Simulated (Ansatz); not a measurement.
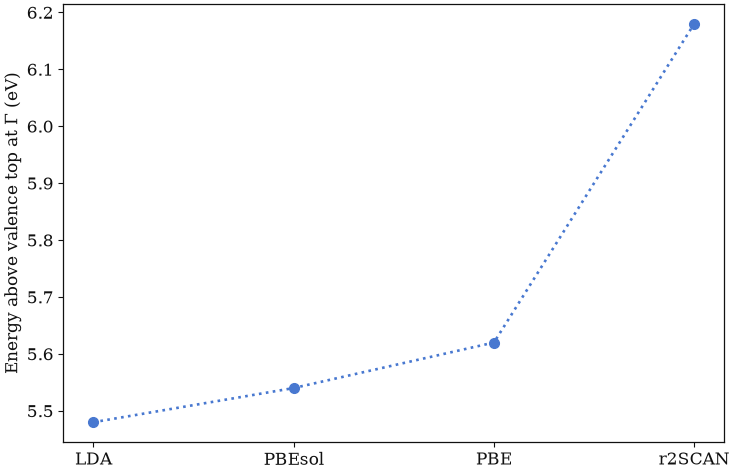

Lowest conduction level at Γ, counted from the valence-band top at Γ, by several methods on one cell of zincblende BeS, space group F-43m, 2 atoms in the primitive cell, volume scaled by a factor 0.94; cubic a = 4.751 Å. All runs are without spin-orbit coupling and carry no moments. The cell is at 8 GPa in PBE. The smallest gap lies off these points.

| method | program | Γ (eV) |
| --- | --- | --- |
| LDA | Ansatz | 5.48 |
| PBEsol | Ansatz | 5.54 |
| PBE | Ansatz | 5.62 |
| r2SCAN | Ansatz | 6.18 |

Question: What does PBE0 give? It was run as: PBE0, Ansatz PAW, 5×5×5 k mesh, 420 eV cutoff, Gaussian smearing of 0.1 eV (Ansatz).

Answer: Exact exchange opens the gap over the semilocal values shown, the highest of which is 6.18 eV (r2SCAN) at Γ. PBE0 gives 7.58 eV at Γ, which is +1.96 eV from PBE at Γ.

Question: How do the methods rank at Γ?

Answer: From low to high: LDA 5.48, PBEsol 5.54, PBE 5.62, r2SCAN 6.18, PBE0 7.58 eV.

Settings. LDA: Ansatz PAW, 9×9×9 k mesh, 420 eV cutoff, Fermi-Dirac smearing of 0.05 eV (Ansatz 0.2.0). PBEsol: Ansatz PAW, 9×9×9 k mesh, 420 eV cutoff, Fermi-Dirac smearing of 0.05 eV (Ansatz 0.2.0). PBE: Ansatz PAW, 9×9×9 k mesh, 420 eV cutoff, Fermi-Dirac smearing of 0.05 eV (Ansatz). r2SCAN: Ansatz PAW, 9×9×9 k mesh, 500 eV cutoff, Fermi-Dirac smearing of 0.05 eV (Ansatz).

These are five of the 6 methods that were run on this cell. LDA, PBEsol, r2SCAN and PBE0: the PAW data sets were made with another functional. LDA, GGA and most meta-GGA functionals understate gaps. PBE0: the k mesh is coarse, so the values aren't converged, least of all with exact exchange. Over all k points computed the smallest gap is 2.86 eV in LDA, 2.88 eV in PBEsol, 3.06 eV in PBE, 3.52 eV in r2SCAN and 4.97 eV in PBE0, from the valence top at Γ to the conduction bottom at a point off the named ones, and such a mesh can miss a smaller one.
